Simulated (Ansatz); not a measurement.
# Run report: Hf8HO16 (charge +1), geometry relaxation (part 2 of 3)

The same run, continued: Hf8HO16 (defect cell, 25 atoms in the cell, total charge +1); DFT PBE, scalar-relativistic, plane waves, PAW, no spin polarisation (Ansatz 0.2.0); cutoff 420 eV, 2×2×2 k-mesh, Gaussian smearing of 0.02 eV. The structure derives from a Materials Project entry. It belongs to a series of runs on one base structure; here: H_i, charge +1, atoms relaxed at the host's cell.

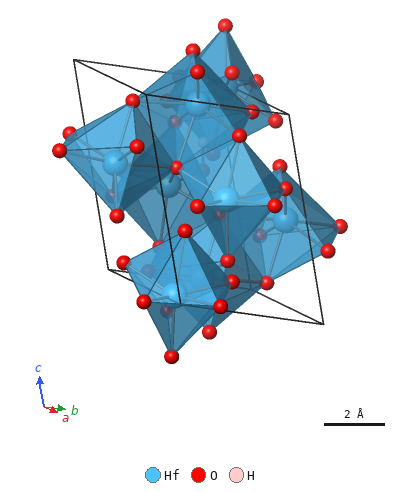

**Figure 1.** The geometry at step 10 of the log (polyhedral view of the cell of the calculation, seen slightly off an axis; polyhedra are completed across the faces of the cell).

**The program's output, continued**
```
relax step   8: F+E_penalty+E_count = -134924.67642290 eV  Δ(F+E_penalty+E_count) = -4.842e-2 eV  max|allowed force component| = 1.002e-1 eV/Å  Δτ_max = 0.1197 Å  (6 SCF iters, dr2 threshold 9.03e-6 eV, accepted)
preconditioner: auto → Resta (q_TF=auto, 2.760 Å⁻¹)  ε∞=5.3  [insulator: Δε(μ)=4.302 eV  Ē_g=18.044 eV  σ=0.020 eV  W_gap=1.00  n_scr=104 (ndim 8)  ℏωp=37.4 eV  f_vac=0.081  D(μ)=0.00/eV (n_scr^D=0)  ε∞_Penn≈5.3]
SCF 9 converged in 6 iterations: F = -134924.677941 eV  dr2 = 4.38e-7
relax step   9: F+E_penalty+E_count = -134924.67794134 eV  Δ(F+E_penalty+E_count) = -1.518e-3 eV  max|allowed force component| = 4.532e-2 eV/Å  Δτ_max = 0.0316 Å  (6 SCF iters, dr2 threshold 9.02e-7 eV, accepted)
preconditioner: auto → Resta (q_TF=auto, 2.760 Å⁻¹)  ε∞=5.3  [insulator: Δε(μ)=4.305 eV  Ē_g=18.044 eV  σ=0.020 eV  W_gap=1.00  n_scr=104 (ndim 8)  ℏωp=37.4 eV  f_vac=0.081  D(μ)=0.00/eV (n_scr^D=0)  ε∞_Penn≈5.3]
SCF 10 converged in 7 iterations: F = -134924.678386 eV  dr2 = 8.24e-9
relax step  10: F+E_penalty+E_count = -134924.67838584 eV  Δ(F+E_penalty+E_count) = -4.445e-4 eV  max|allowed force component| = 4.644e-2 eV/Å  Δτ_max = 0.0179 Å  (7 SCF iters, accepted)
SCF iter   1: F=—  HF=-134924.678687 eV  |F-HF|=—  |Δ(HF+E_count)|=         —  Δρ=4.77e-4  dr2=2.58e-4  ethr=1.27e-6  ⟨swp⟩=2.2  Hψ=1475  notcnv=0  defer=102
SCF iter   2: F=—  HF=-134924.678681 eV  |F-HF|=—  |Δ(HF+E_count)|=   5.90e-6  Δρ=2.53e-4  dr2=6.27e-5  ethr=8.49e-8  ⟨swp⟩=2.0  Hψ=948  notcnv=0  defer=102
SCF iter   3: F=—  HF=-134924.678678 eV  |F-HF|=—  |Δ(HF+E_count)|=   2.67e-6  Δρ=7.80e-5  dr2=1.33e-5  ethr=2.06e-8  ⟨swp⟩=2.0  Hψ=1206  notcnv=0  defer=102
SCF iter   4: F=—  HF=-134924.678677 eV  |F-HF|=—  |Δ(HF+E_count)|=   1.46e-6  Δρ=1.89e-5  dr2=9.14e-7  ethr=4.39e-9  ⟨swp⟩=2.0  Hψ=1082  notcnv=0  defer=102
SCF iter   5: F=—  HF=-134924.678677 eV  |F-HF|=—  |Δ(HF+E_count)|=   2.73e-7  Δρ=5.89e-6  dr2=1.14e-7  ethr=3.01e-10  ⟨swp⟩=2.0  Hψ=1110  notcnv=0  defer=102
SCF iter   6: F=-134924.678677 eV  HF=-134924.678677 eV  |F-HF|=3.62e-8  |Δ(HF+E_count)|=   3.21e-8  Δρ=3.20e-6  dr2=2.94e-8  ethr=3.29e-11  ⟨swp⟩=14.0  Hψ=5997  notcnv=0
SCF 11 converged in 6 iterations: F = -134924.678677 eV  dr2 = 2.94e-8
relax step  11: F+E_penalty+E_count = -134924.67867702 eV  Δ(F+E_penalty+E_count) = -2.912e-4 eV  max|allowed force component| = 6.325e-3 eV/Å  Δτ_max = 0.0117 Å  (6 SCF iters, accepted)
SCF converged after 6 iterations
Free energy (F): -134924.678677 eV
Harris-Foulkes:  -134924.678677 eV  (|F-HF|=3.62e-8)
Internal energy: -134924.678677 eV  (E = F + TS)
E sigma→0 (E₀):  -134924.678677 eV
Fermi energy:    15.819986 eV
--- Per-component energies (eV) ---
  E_band       = -118.994045
  E_kinetic    = 6162.855590
  E_local      = -49695.516967  (includes V_loc(G=0)·N_el)
  E_nonlocal   = -9177.791828
  E_hartree    = 22693.991900
  E_xc         = -3578.529501
  E_vxc        = -3633.290568  (∫ρ·V_xc dr)
  E_paw        = -57942.835618  (= ΣΔE_a)
  E_vpaw       = 10836.728237  (= ΣTr[D̂ρ^β])
  E_aug_tail   = 0.038540  (compensation charges beyond the density's cutoff)
  E_ewald      = -43386.890793
  E_smearing   = -0.000000  (= −TS)
  E_closure    = 0.000000  (closes the sum)
  E_deformation_potential = 22.875716  (in the stress; not in F)
  Σ components = -134924.678677   (vs F -134924.678677, Δ=0.00e0)
--- Forces (eV/Å), atoms counted from 1 ---
  atom   1  Hf    -0.00177913    -0.00016216     0.00632369
  atom   2  Hf    -0.00020072     0.00356200    -0.00081627
  atom   3  Hf    -0.00027737     0.00473204     0.00078561
  atom   4  Hf    -0.00050923    -0.00104669     0.00016949
  atom   5  Hf    -0.00168350     0.00118158     0.00261488
  atom   6  Hf    -0.00397670    -0.00056109    -0.00186648
  atom   7  Hf     0.00481899    -0.00189109     0.00094847
  atom   8  Hf     0.00335415     0.00186823    -0.00469343
  atom   9  O     -0.00211808     0.00306251     0.00136166
  atom  10  O      0.00299236    -0.00076256    -0.00092202
  atom  11  O     -0.00055539     0.00024861    -0.00246709
  atom  12  O     -0.00184500     0.00065939    -0.00074877
  atom  13  O     -0.00016099    -0.00017231     0.00148726
  atom  14  O     -0.00032562    -0.00272146    -0.00120427
  atom  15  O      0.00108952    -0.00204714    -0.00261869
  atom  16  O     -0.00050049     0.00148906    -0.00023462
  atom  17  O      0.00298292    -0.00311389    -0.00178160
  atom  18  O     -0.00389428     0.00010868    -0.00034860
  atom  19  O      0.00137302     0.00019748     0.00124989
  atom  20  O      0.00113700    -0.00109267     0.00081319
  atom  21  O      0.00156035    -0.00196021    -0.00105796
  atom  22  O      0.00030984     0.00192782     0.00066734
  atom  23  O     -0.00038871    -0.00112082     0.00167274
  atom  24  O     -0.00028063    -0.00217361     0.00039469
  atom  25  H     -0.00113123    -0.00015984     0.00023060
  max |Σ_I F_I| component: 5.18e-5 eV/Å
--- Charged-cell corrections in eV (Makov–Payne, q = +1.000 e, ε = [[21.711, 0.000, 1.580], [0.000, 19.871, 0.000], [1.580, 0.000, 16.401]]) ---
  F (periodic)     = -134924.678677  (uncorrected; the corrections below are reported, never added to it)
  E_corr1          = +0.164340  (monopole, q²α_M/2ε̄L, of the cell on which ε is isotropic)
  F Makov-Payne    = -134924.514337  (F + E_corr1; no measured alignment; for a localised charge, not one spread in a band: unchecked)
  no potential alignment in this run, which stands beside a crystal: run the host's input off ansatz write-host-input, and read the two finished runs by ansatz place-levels (neither reads a slab, a wire or a sheet, whose cell leaves a vacuum)
--- Band table (eV) ---
  k-point 0: bands = ["-46.7613", "-46.7481", "-46.7222", "-46.6163", "-46.6060", "-46.5974", "-46.5585", "-46.5456", "-15.7777", "-15.6620", "-15.6512", "-15.5991", "-15.5868", "-15.5632", "-15.5344", "-15.5221", "-15.4929", "-15.4767", "-15.4571", "-15.4380", "-15.4133", "-15.3584", "-15.3399", "-15.3235", "-15.3092", "-15.2914", "-15.2725", "-15.2524", "-15.2323", "-15.2162", "-15.2064", "-15.1524", "-5.4179", "-3.5401", "-3.3490", "-3.2695", "-3.1259", "-2.9472", "-2.7363", "-2.6712",
      "-2.5994", "-2.4814", "-2.4314", "-2.3738", "-2.2890", "-2.2246", "-2.1877", "-2.1659", "3.3281", "3.3358", "3.3460", "3.3506", "3.3584", "3.3610", "3.3653", "3.3675", "3.3718", "3.3748", "3.3779", "3.3816", "3.3851", "3.3901", "3.3947", "3.3998", "3.4101", "3.4119", "3.4150", "3.4172", "3.4248", "3.4834", "3.4865", "3.4920", "3.4945", "3.4963", "3.4997", "3.5015", "3.5046", "3.5071", "3.5080", "3.5095",
      "3.5121", "3.5167", "3.5194", "3.5210", "3.5217", "3.5267", "3.5288", "3.5324", "3.5375", "3.5403", "3.5455", "3.5482", "3.5564", "3.5592", "3.5608", "3.5646", "3.5696", "3.5726", "3.5789", "3.5825", "3.5920", "3.5971", "3.6112", "3.6147", "6.9969", "8.6950", "8.9062", "9.0141", "9.1762", "9.3740", "9.5153", "9.6200", "9.6759", "9.7637", "9.8342", "9.8637", "9.9631", "10.1041", "10.1729", "10.1809",
      "10.4648", "10.5208", "10.5840", "10.6736", "10.8565", "10.8710", "10.9390", "11.0625", "11.2032", "11.5554", "11.5965", "11.7131", "11.7567", "11.8384", "11.9291", "11.9726", "12.0583", "12.1124", "12.4131", "12.4608", "12.5448", "12.5977", "12.7068", "12.7320", "12.8279", "12.9043", "12.9503", "13.0382", "13.1060", "13.1374", "13.2700", "13.3975", "18.1349", "18.2671", "18.4856", "18.5414", "18.8622", "19.0437", "19.1046", "19.1218",
      "19.5640", "19.6105", "19.7314", "19.7633", "19.8293", "19.9771", "20.0907", "20.1832", "20.3016", "20.3256", "20.3902", "20.6411", "21.1524", "21.2606", "21.3206", "21.4316", "21.5168", "21.5489", "21.6534", "21.8523", "22.0598", "22.1572", "22.2531"]
  k-point 1: bands = ["-46.7614", "-46.7481", "-46.7222", "-46.6163", "-46.6060", "-46.5974", "-46.5585", "-46.5456", "-15.7918", "-15.6964", "-15.6579", "-15.6291", "-15.6057", "-15.5824", "-15.5337", "-15.5164", "-15.4961", "-15.4656", "-15.4250", "-15.4118", "-15.3860", "-15.3544", "-15.3263", "-15.3190", "-15.2970", "-15.2866", "-15.2756", "-15.2629", "-15.2268", "-15.2195", "-15.2020", "-15.1513", "-5.4255", "-3.7401", "-3.4913", "-3.1603", "-2.9905", "-2.9026", "-2.8191", "-2.7586",
      "-2.6811", "-2.4599", "-2.3241", "-2.2824", "-2.2325", "-2.2111", "-2.1666", "-2.1383", "3.3277", "3.3357", "3.3459", "3.3510", "3.3586", "3.3614", "3.3654", "3.3680", "3.3721", "3.3743", "3.3784", "3.3815", "3.3852", "3.3902", "3.3950", "3.3993", "3.4097", "3.4111", "3.4153", "3.4177", "3.4244", "3.4839", "3.4872", "3.4926", "3.4950", "3.4965", "3.4992", "3.5007", "3.5041", "3.5065", "3.5082", "3.5095",
      "3.5115", "3.5144", "3.5190", "3.5206", "3.5221", "3.5264", "3.5301", "3.5329", "3.5380", "3.5419", "3.5443", "3.5471", "3.5546", "3.5587", "3.5627", "3.5647", "3.5713", "3.5755", "3.5776", "3.5842", "3.5946", "3.5984", "3.6135", "3.6149", "7.0143", "8.7001", "8.9085", "9.0516", "9.1024", "9.1575", "9.3769", "9.4909", "9.5867", "9.6400", "9.7441", "9.8674", "10.0351", "10.0833", "10.2189", "10.2823",
      "10.3476", "10.4251", "10.6204", "10.6948", "11.0411", "11.1653", "11.2739", "11.2869", "11.4282", "11.4934", "11.6551", "11.7310", "11.8087", "11.8324", "11.9454", "11.9874", "12.1537", "12.1784", "12.2581", "12.3489", "12.4069", "12.4455", "12.5661", "12.6410", "12.6902", "12.8096", "12.9269", "13.0321", "13.1296", "13.3204", "13.3677", "13.5185", "17.9729", "18.4842", "18.5659", "18.6233", "18.7025", "19.0066", "19.0485", "19.1962",
      "19.3546", "19.4827", "19.5556", "19.7360", "19.8148", "20.0165", "20.0548", "20.1160", "20.3127", "20.3877", "20.5914", "20.6790", "20.8402", "20.8804", "21.1152", "21.4102", "21.4882", "21.5047", "21.6780", "21.7723", "21.9714", "22.0874", "22.2541"]
  k-point 2: bands = ["-46.7614", "-46.7480", "-46.7221", "-46.6164", "-46.6060", "-46.5974", "-46.5585", "-46.5456", "-15.8050", "-15.6906", "-15.6545", "-15.6150", "-15.5979", "-15.5809", "-15.5403", "-15.5213", "-15.4957", "-15.4568", "-15.4394", "-15.4150", "-15.3765", "-15.3646", "-15.3367", "-15.3219", "-15.3014", "-15.2896", "-15.2655", "-15.2472", "-15.2339", "-15.2109", "-15.2021", "-15.1564", "-5.4463", "-3.6810", "-3.4830", "-3.1452", "-2.9836", "-2.8854", "-2.8164", "-2.7663",
      "-2.6894", "-2.4611", "-2.4221", "-2.3272", "-2.2607", "-2.1882", "-2.1380", "-2.0974", "3.3318", "3.3370", "3.3468", "3.3494", "3.3582", "3.3603", "3.3630", "3.3688", "3.3720", "3.3743", "3.3788", "3.3809", "3.3857", "3.3896", "3.3952", "3.3994", "3.4072", "3.4105", "3.4141", "3.4180", "3.4234", "3.4833", "3.4867", "3.4920", "3.4944", "3.4972", "3.4995", "3.5008", "3.5057", "3.5072", "3.5079", "3.5091",
      "3.5126", "3.5164", "3.5180", "3.5200", "3.5221", "3.5243", "3.5306", "3.5332", "3.5387", "3.5432", "3.5462", "3.5502", "3.5558", "3.5601", "3.5609", "3.5656", "3.5689", "3.5713", "3.5755", "3.5814", "3.5905", "3.5962", "3.6102", "3.6251", "7.0683", "8.6585", "8.8633", "8.9988", "9.1231", "9.2419", "9.4025", "9.4746", "9.6284", "9.7161", "9.7587", "9.8829", "9.9511", "10.0674", "10.1570", "10.2892",
      "10.3757", "10.4693", "10.5811", "10.7315", "10.9565", "11.0864", "11.2237", "11.3161", "11.4067", "11.5220", "11.6159", "11.7541", "11.7832", "11.9078", "12.0062", "12.0442", "12.1271", "12.1802", "12.2649", "12.3396", "12.3871", "12.4284", "12.5976", "12.6797", "12.7233", "12.8646", "12.9025", "12.9988", "13.0801", "13.2792", "13.3900", "13.4570", "18.0343", "18.4407", "18.4949", "18.6647", "18.7360", "19.0050", "19.1252", "19.2557",
      "19.3411", "19.4393", "19.5618", "19.6768", "19.8175", "19.9491", "20.0663", "20.1470", "20.3537", "20.4299", "20.5269", "20.6588", "20.7916", "20.9268", "21.1061", "21.2811", "21.4188", "21.5959", "21.7578", "21.8955", "21.9358", "22.0940", "22.2611"]
  k-point 3: bands = ["-46.7615", "-46.7480", "-46.7222", "-46.6164", "-46.6060", "-46.5974", "-46.5584", "-46.5456", "-15.8136", "-15.7194", "-15.6745", "-15.6290", "-15.6189", "-15.5945", "-15.5517", "-15.5243", "-15.4618", "-15.4505", "-15.4192", "-15.3991", "-15.3680", "-15.3507", "-15.3286", "-15.3116", "-15.2912", "-15.2833", "-15.2707", "-15.2533", "-15.2302", "-15.2090", "-15.1986", "-15.1577", "-5.4549", "-3.8674", "-3.3415", "-3.2129", "-3.1134", "-2.9379", "-2.8081", "-2.7738",
      "-2.6938", "-2.3680", "-2.3055", "-2.2763", "-2.2246", "-2.1632", "-2.1247", "-2.0980", "3.3317", "3.3363", "3.3469", "3.3496", "3.3584", "3.3605", "3.3631", "3.3693", "3.3722", "3.3745", "3.3790", "3.3811", "3.3855", "3.3898", "3.3955", "3.3986", "3.4064", "3.4106", "3.4145", "3.4181", "3.4229", "3.4838", "3.4879", "3.4925", "3.4945", "3.4966", "3.4994", "3.5001", "3.5055", "3.5065", "3.5081", "3.5090",
      "3.5119", "3.5138", "3.5192", "3.5205", "3.5222", "3.5266", "3.5308", "3.5325", "3.5395", "3.5426", "3.5455", "3.5495", "3.5546", "3.5584", "3.5632", "3.5653", "3.5696", "3.5727", "3.5764", "3.5844", "3.5939", "3.5971", "3.6085", "3.6285", "7.0746", "8.4024", "8.7205", "8.9373", "9.1614", "9.3372", "9.4413", "9.4792", "9.5386", "9.7246", "9.8411", "9.9148", "9.9382", "10.1429", "10.2687", "10.2889",
      "10.4686", "10.6155", "10.7767", "10.7921", "10.8911", "10.9903", "11.0788", "11.2314", "11.3469", "11.4394", "11.4734", "11.6476", "11.7176", "11.8709", "11.8836", "12.1113", "12.1542", "12.2390", "12.2808", "12.4110", "12.4791", "12.5432", "12.6088", "12.7016", "12.7733", "12.8883", "13.0079", "13.0501", "13.1362", "13.2135", "13.2835", "13.6671", "18.0856", "18.3600", "18.4356", "18.5210", "18.9014", "18.9300", "19.0594", "19.1466",
      "19.2124", "19.3137", "19.5898", "19.7514", "19.8214", "19.9831", "20.0064", "20.1078", "20.3607", "20.4596", "20.5074", "20.6142", "20.7381", "20.8581", "20.9181", "21.0981", "21.3712", "21.5719", "21.6909", "21.8265", "21.9582", "22.2818", "22.4091"]
--- Relaxed structure (11 steps of the walk, 11 accepted, 0 SCFs on fresh bases) ---
  F+E_penalty+E_count = -134924.67867702 eV   max|allowed force component| = 6.325e-3 eV/Å
  atoms:
    - { symbol: Hf, position: [0.30550401942131206, 0.028218145601448835, 0.5609009902552099] }
    - { symbol: Hf, position: [0.30108815305571185, 0.5189321874235455, 0.05986021951619051] }
    - { symbol: Hf, position: [0.21033450542394594, 0.4301244304275596, 0.4787908731111911] }
    - { symbol: Hf, position: [0.21418728756395616, 0.9510122363159244, 0.992000002716042] }
    - { symbol: Hf, position: [0.7179027395723397, 0.49572263884726053, 0.953618786265154] }
    - { symbol: Hf, position: [0.7123778269821841, 0.9890801956500267, 0.44813922336671425] }
    - { symbol: Hf, position: [0.7993494464129486, 0.061221555301727626, 0.014564042959884504] }
    - { symbol: Hf, position: [0.7888575685583856, 0.5532019164872614, 0.5177739345133309] }
    - { symbol: O, position: [0.02688177790578366, 0.10577647155934543, 0.36395803579117175] }
    - { symbol: O, position: [0.026750372570796575, 0.6079410761707206, 0.8652906564670336] }
    - { symbol: O, position: [0.4858985960895569, 0.1432707661887094, 0.89747607303525] }
    - { symbol: O, position: [0.4835634164719835, 0.6351486757033273, 0.39856972436442295] }
    - { symbol: O, position: [0.9884605094575653, 0.4013379996749953, 0.14396342399620765] }
    - { symbol: O, position: [0.9860758143191449, 0.8932967221097063, 0.6341312382000928] }
    - { symbol: O, position: [0.5227010918823827, 0.3614495223827334, 0.6071773051560937] }
    - { symbol: O, position: [0.5264820825126144, 0.8685795812696806, 0.10708307618198856] }
    - { symbol: O, position: [0.6629617280924405, 0.0346316919737093, 0.6990638465172785] }
    - { symbol: O, position: [0.6762388923463707, 0.5433366902747778, 0.2066771801606623] }
    - { symbol: O, position: [0.8509017335672633, 0.8102932222074597, 0.9699714527736727] }
    - { symbol: O, position: [0.8509207280724435, 0.3070806610547389, 0.47120653057636386] }
    - { symbol: O, position: [0.35451008126142536, 0.48222971965889083, 0.8062893463771702] }
    - { symbol: O, position: [0.34302169959963535, 0.9629152904404441, 0.30880081790882025] }
    - { symbol: O, position: [0.18921968959209873, 0.7013270846949171, 0.5686185177560118] }
    - { symbol: O, position: [0.16768458198935218, 0.20382503391583906, 0.03715761102136311] }
    - { symbol: H, position: [0.2800923107783602, 0.6978923558652514, 0.71661475471268] }
```
